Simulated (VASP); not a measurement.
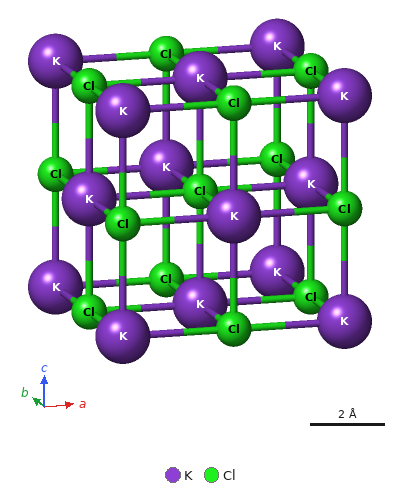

Figure 1. The input geometry (ball-and-stick view of the cell 4 times as large as that of the calculation, set on its symmetry axes, seen slightly off an axis).

## Band-structure calculation of KCl

The run: band-structure calculation of KCl (Fm-3m, 2 atoms in the cell). Method and program: DFT, PBE0, plane waves, PAW (VASP 6.6.1).

The structure was built on a prototype by a generator. The geometry comes from this level: r2SCAN.

OSZICAR:
```
N       E                     dE             d eps       ncg     rms          rms(c)
DAV:   1    -0.837127130329E+01   -0.83713E+01   -0.11038E-01   522   0.358E+00    0.116E+00
DAV:   2    -0.837331251696E+01   -0.20412E-02   -0.61997E-03   663   0.606E-01    0.704E-01
DAV:   3    -0.837314140191E+01    0.17112E-03   -0.50818E-04   627   0.179E-01    0.401E-01
DAV:   4    -0.837310818796E+01    0.33214E-04   -0.10654E-04   661   0.816E-02    0.229E-01
DAV:   5    -0.837310391577E+01    0.42722E-05   -0.19437E-05   733   0.344E-02    0.132E-01
DAV:   6    -0.837310277553E+01    0.11402E-05   -0.37787E-06   668   0.162E-02    0.773E-02
DAV:   7    -0.837310274303E+01    0.32492E-07   -0.16368E-06   642   0.104E-02    0.456E-02
DAV:   8    -0.837310298310E+01   -0.24007E-06   -0.58403E-07   585   0.652E-03    0.271E-02
DAV:   9    -0.837310317505E+01   -0.19195E-06   -0.26900E-07   543   0.437E-03    0.163E-02
DAV:  10    -0.837310328853E+01   -0.11348E-06   -0.12413E-07   525   0.287E-03    0.979E-03
DAV:  11    -0.837310334283E+01   -0.54299E-07   -0.56814E-08   422   0.195E-03
   1 F= -.83731033E+01 E0= -.83731033E+01  d E =-.164322E-75
       N       E                     dE             ncg
DAV:   1    -0.271409664601E+03   -0.31698E+04      180
DAV:   2    -0.952753097334E+03   -0.68134E+03      250
DAV:   3    -0.100732370082E+04   -0.54571E+02      236
DAV:   4    -0.100899580095E+04   -0.16721E+01      277
DAV:   5    -0.100902204260E+04   -0.26242E-01      236
DAV:   6    -0.100902250939E+04   -0.46678E-03      291
DAV:   7    -0.100902251876E+04   -0.93732E-05      250
DAV:   8    -0.100902251885E+04   -0.91361E-07      220
```

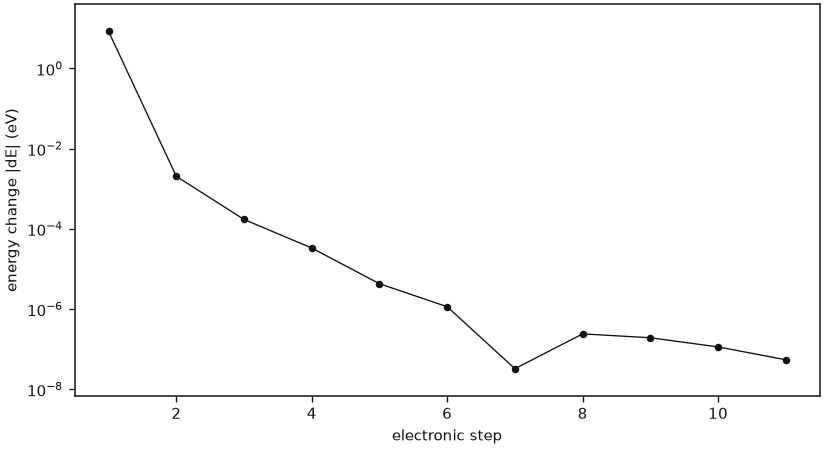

Figure 2. Convergence of the self-consistent field: energy change |dE| against the electronic step. It takes 11 electronic steps.

Parts of OUTCAR:
```
k-points           NKPTS =     16   k-points in BZ     NKDIM =    216   number of bands    NBANDS=     15

   NELECT =      16.0000    total number of electrons

   dimension x,y,z NGX =    36 NGY =   36 NGZ =   36
   dimension x,y,z NGXF=    72 NGYF=   72 NGZF=   72

  energy-cutoff  :      520.00
  volume of cell :       62.21
      direct lattice vectors                 reciprocal lattice vectors
     0.000000000  3.144848320  3.144848320    -0.158990180  0.158990180  0.158990180
     3.144848320  0.000000000  3.144848320     0.158990180 -0.158990180  0.158990180
     3.144848320  3.144848320  0.000000000     0.158990180  0.158990180 -0.158990180

 k-points in reciprocal lattice and weights: KPOINTS created by Atomic Simulation Env
   0.00000000  0.00000000  0.00000000       0.005
   0.16666667  0.00000000  0.00000000       0.037
   0.33333333  0.00000000  0.00000000       0.037
   0.50000000  0.00000000  0.00000000       0.019
   0.16666667  0.16666667  0.00000000       0.028
   0.33333333  0.16666667  0.00000000       0.111
   0.50000000  0.16666667  0.00000000       0.111
  -0.33333333  0.16666667  0.00000000       0.111
  -0.16666667  0.16666667  0.00000000       0.056
   0.33333333  0.33333333  0.00000000       0.028
   0.50000000  0.33333333  0.00000000       0.111
  -0.33333333  0.33333333  0.00000000       0.056
   0.50000000  0.50000000  0.00000000       0.014
   0.50000000  0.33333333  0.16666667       0.111
  -0.33333333  0.33333333  0.16666667       0.111
  -0.33333333  0.50000000  0.16666667       0.056

 E-fermi :  -3.0939

 k-point     1 :       0.0000    0.0000    0.0000
  band No.  band energies     occupation
      1     -32.5104      2.00000
      2     -16.5197      2.00000
      3     -14.6068      2.00000
      4     -14.6068      2.00000
      5     -14.6068      2.00000
      6      -3.2223      2.00000
      7      -3.2223      2.00000
      8      -3.2223      2.00000
      9       4.0173      0.00000
     10       7.4673      0.00000
     11       7.4673      0.00000
     12       7.4673      0.00000
     13       8.4778      0.00000
     14       8.4778      0.00000
     15      11.7688      0.00000

 k-point     2 :       0.1667    0.0000    0.0000
  band No.  band energies     occupation
      1     -32.5076      2.00000
      2     -16.5615      2.00000
      3     -14.6086      2.00000
      4     -14.6086      2.00000
      5     -14.5476      2.00000
      6      -3.5486      2.00000
      7      -3.3128      2.00000
      8      -3.3128      2.00000
      9       4.6709      0.00000
     10       7.2368      0.00000
     11       7.8360      0.00000
     12       7.8360      0.00000
     13       8.8709      0.00000
     14       8.8709      0.00000
     15      12.8686      0.00000

 k-point     3 :       0.3333    0.0000    0.0000
  band No.  band energies     occupation
      1     -32.5020      2.00000
      2     -16.6388      2.00000
      3     -14.6123      2.00000
      4     -14.6123      2.00000
      5     -14.4348      2.00000
      6      -4.1031      2.00000
      7      -3.4852      2.00000
      8      -3.4852      2.00000
      9       5.9207      0.00000
     10       7.2767      0.00000
     11       8.8428      0.00000
     12       8.8428      0.00000
     13       9.8585      0.00000
     14       9.8585      0.00000
     15      12.2056      0.00000

 k-point     4 :       0.5000    0.0000    0.0000
  band No.  band energies     occupation
      1     -32.4992      2.00000
      2     -16.6748      2.00000
      3     -14.6141      2.00000
      4     -14.6141      2.00000
      5     -14.3807      2.00000
      6      -4.3465      2.00000
      7      -3.5675      2.00000
      8      -3.5675      2.00000
      9       6.4299      0.00000
     10       7.6538      0.00000
     11       9.8831      0.00000
     12       9.8831      0.00000
     13      10.4512      0.00000
     14      10.4512      0.00000
     15      11.6002      0.00000

 k-point     5 :       0.1667    0.1667    0.0000
  band No.  band energies     occupation
      1     -32.5067      2.00000
      2     -16.5553      2.00000
      3     -14.6212      2.00000
      4     -14.6212      2.00000
      5     -14.5379      2.00000
      6      -3.6508      2.00000
      7      -3.2980      2.00000
      8      -3.2980      2.00000
      9       4.8183      0.00000
     10       6.7239      0.00000
     11       8.2179      0.00000
     12       8.2179      0.00000
     13       8.7119      0.00000
     14       9.2046      0.00000
     15      13.1734      0.00000

 k-point     6 :       0.3333    0.1667    0.0000
  band No.  band energies     occupation
      1     -32.5021      2.00000
      2     -16.5832      2.00000
      3     -14.6304      2.00000
      4     -14.6276      2.00000
      5     -14.4999      2.00000
      6      -3.9697      2.00000
      7      -3.4652      2.00000
      8      -3.4159      2.00000
      9       5.8422      0.00000
     10       6.5360      0.00000
     11       8.9975      0.00000
     12       9.1616      0.00000
     13       9.3188      0.00000
     14       9.8147      0.00000
     15      12.1069      0.00000

 k-point     7 :       0.5000    0.1667    0.0000
  band No.  band energies     occupation
      1     -32.4984      2.00000
      2     -16.6150      2.00000
      3     -14.6430      2.00000
      4     -14.6271      2.00000
      5     -14.4524      2.00000
      6      -4.1835      2.00000
      7      -3.6238      2.00000
      8      -3.5432      2.00000
      9       6.5395      0.00000
     10       7.3423      0.00000
     11       9.5043      0.00000
     12       9.7400      0.00000
     13      10.0538      0.00000
     14      10.4255      0.00000
     15      11.3652      0.00000

 k-point     8 :      -0.3333    0.1667    0.0000
  band No.  band energies     occupation
      1     -32.4993      2.00000
      2     -16.6204      2.00000
      3     -14.6543      2.00000
      4     -14.6145      2.00000
      5     -14.4382      2.00000
      6      -4.1573      2.00000
      7      -3.5708      2.00000
      8      -3.5576      2.00000
      9       6.4961      0.00000
     10       7.2760      0.00000
     11       9.1586      0.00000
     12       9.2881      0.00000
     13       9.7534      0.00000
     14      10.8763      0.00000
     15      11.4384      0.00000

 k-point     9 :      -0.1667    0.1667    0.0000
  band No.  band energies     occupation
      1     -32.5039      2.00000
      2     -16.5948      2.00000
      3     -14.6377      2.00000
      4     -14.6052      2.00000
      5     -14.4842      2.00000
      6      -3.8753      2.00000
      7      -3.4451      2.00000
      8      -3.3930      2.00000
      9       5.4995      0.00000
     10       6.9662      0.00000
     11       8.1819      0.00000
     12       8.8021      0.00000
     13       9.1344      0.00000
     14       9.7128      0.00000
     15      12.5114      0.00000

 k-point    10 :       0.3333    0.3333    0.0000
  band No.  band energies     occupation
      1     -32.4995      2.00000
      2     -16.5048      2.00000
      3     -14.6507      2.00000
      4     -14.6507      2.00000
      5     -14.6068      2.00000
      6      -3.9826      2.00000
      7      -3.4208      2.00000
      8      -3.4208      2.00000
      9       5.7802      0.00000
     10       6.3176      0.00000
     11       9.2576      0.00000
     12       9.7097      0.00000
     13      10.0945      0.00000
     14      10.0945      0.00000
     15      11.1941      0.00000

 k-point    11 :       0.5000    0.3333    0.0000
  band No.  band energies     occupation
      1     -32.4968      2.00000
      2     -16.4824      2.00000
      3     -14.7078      2.00000
      4     -14.6528      2.00000
      5     -14.5999      2.00000
      6      -3.9483      2.00000
      7      -3.6078      2.00000
      8      -3.4943      2.00000
      9       5.8831      0.00000
     10       7.3633      0.00000
     11       8.9241      0.00000
     12       9.8096      0.00000
     13       9.9470      0.00000
     14      10.8042      0.00000
     15      11.2922      0.00000

 k-point    12 :      -0.3333    0.3333    0.0000
  band No.  band energies     occupation
      1     -32.4967      2.00000
      2     -16.5427      2.00000
      3     -14.7124      2.00000
      4     -14.6348      2.00000
      5     -14.5104      2.00000
      6      -3.9660      2.00000
      7      -3.7590      2.00000
      8      -3.5619      2.00000
      9       6.6093      0.00000
     10       7.6679      0.00000
     11       8.8096      0.00000
     12       9.2405      0.00000
     13      10.0265      0.00000
     14      10.8487      0.00000
     15      11.8759      0.00000

 k-point    13 :       0.5000    0.5000    0.0000
  band No.  band energies     occupation
      1     -32.4960      2.00000
      2     -16.4075      2.00000
      3     -14.7562      2.00000
      4     -14.6656      2.00000
      5     -14.6656      2.00000
      6      -3.9404      2.00000
      7      -3.4697      2.00000
      8      -3.4697      2.00000
      9       5.4264      0.00000
     10       7.3686      0.00000
     11       9.0401      0.00000
     12       9.5867      0.00000
     13       9.9864      0.00000
     14      11.2135      0.00000
     15      11.2135      0.00000

 k-point    14 :       0.5000    0.3333    0.1667
  band No.  band energies     occupation
      1     -32.4985      2.00000
      2     -16.5572      2.00000
      3     -14.6711      2.00000
      4     -14.6423      2.00000
      5     -14.5098      2.00000
      6      -4.0295      2.00000
      7      -3.5604      2.00000
      8      -3.5491      2.00000
      9       6.4659      0.00000
     10       6.7762      0.00000
     11       9.0696      0.00000
     12       9.8435      0.00000
     13       9.9363      0.00000
     14      10.2167      0.00000
     15      11.3041      0.00000

 k-point    15 :      -0.3333    0.3333    0.1667
  band No.  band energies     occupation
      1     -32.4967      2.00000
      2     -16.5428      2.00000
      3     -14.6868      2.00000
      4     -14.6682      2.00000
      5     -14.5025      2.00000
      6      -3.9862      2.00000
      7      -3.6968      2.00000
      8      -3.6042      2.00000
      9       6.8885      0.00000
     10       7.1771      0.00000
     11       8.8353      0.00000
     12       9.2802      0.00000
     13      10.6109      0.00000
     14      11.1858      0.00000
     15      11.2831      0.00000

 k-point    16 :      -0.3333    0.5000    0.1667
  band No.  band energies     occupation
      1     -32.4959      2.00000
      2     -16.4728      2.00000
      3     -14.7333      2.00000
      4     -14.6880      2.00000
      5     -14.5587      2.00000
      6      -3.8452      2.00000
      7      -3.6765      2.00000
      8      -3.6128      2.00000
      9       6.1848      0.00000
     10       7.9247      0.00000
     11       8.1408      0.00000
     12       9.4515      0.00000
     13      10.3204      0.00000
     14      11.2402      0.00000
     15      11.6733      0.00000

  Total        0.1882091      0.1882091      0.1882091      0.0000000     -0.0000000     -0.0000000
  in kB        4.8475469      4.8475469      4.8475469      0.0000000     -0.0000000     -0.0000000
  external PRESSURE =       4.8475469 kB  Pullay stress =       0.0000000 kB

 POSITION                                       TOTAL-FORCE (eV/Angst)
 -----------------------------------------------------------------------------------
      0.00000      0.00000      0.00000        -0.000000      0.000000      0.000000
      3.14485      3.14485      3.14485         0.000000      0.000000      0.000000
 -----------------------------------------------------------------------------------
    total drift:                                0.000000     -0.000000      0.000000

  FREE ENERGIE OF THE ION-ELECTRON SYSTEM (eV)
  ---------------------------------------------------
  free  energy   TOTEN  =        -8.3731033428 eV

  energy  without entropy=       -8.3731033428  energy(sigma->0) =       -8.37310334
```

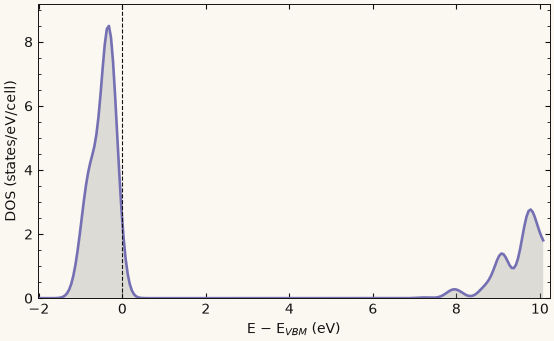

Figure 3. Density of states (the curve is built from the levels of the k mesh with Gaussians 0.4 eV wide, which also blur the band edges), with energies from the valence-band top. There is a gap of 7.24 eV on the k-point mesh. Small ripples come from the finite k-point mesh.

The run was set up as follows.

INCAR:
```
AEXX = 0.250000
ENCUT = 520.000000
SIGMA = 0.010000
EDIFF = 1.00e-07
ALGO = Normal
GGA = PE
PREC = Accurate
PRECFOCK = Fast
IBRION = -1
ISIF = 2
ISMEAR = 0
ISTART = 1
NBANDS = 15
NELM = 120
NSW = 0
LASPH = .TRUE.
LCHARG = .FALSE.
LHFCALC = .TRUE.
LWAVE = .FALSE.
LREAL = .FALSE.
HFRCUT = -1
```

KPOINTS:
```
KPOINTS created by Atomic Simulation Environment
0
Gamma
6 6 6
0 0 0
```

KPOINTS_OPT:
```
special points
6
Reciprocal
0.0000000000 0.0000000000 0.0000000000 1
0.5000000000 0.0000000000 0.5000000000 1
0.5000000000 0.2500000000 0.7500000000 1
0.3750000000 0.3750000000 0.7500000000 1
0.5000000000 0.5000000000 0.5000000000 1
0.6250000000 0.2500000000 0.6250000000 1
```

POSCAR:
```
K  Cl
 1.0000000000000000
     0.0000000000000000    3.1448483195468158    3.1448483195468158
     3.1448483195468158    0.0000000000000000    3.1448483195468158
     3.1448483195468158    3.1448483195468158    0.0000000000000000
 K   Cl
   1   1
Cartesian
 -0.0000000000000000 -0.0000000000000000 -0.0000000000000000
  3.1448483195468158  3.1448483195468158  3.1448483195468158
```

Run as:
```bash
mpirun -np 1 vasp_std
```

Summary:

```tsv
quantity	value
outcome	converged
space group (tolerance 0.01 Å)	Fm-3m (225)
electrons treated	16
free energy	−8.3731 eV
Fermi energy	−3.094 eV
band gap	7.24 eV
pressure	0.48 GPa
largest force (length of the vector)	under 0.001 eV/Å
hardware	1 CPU thread, shared host
wall time	40 min
peak memory	0.26 GiB
```
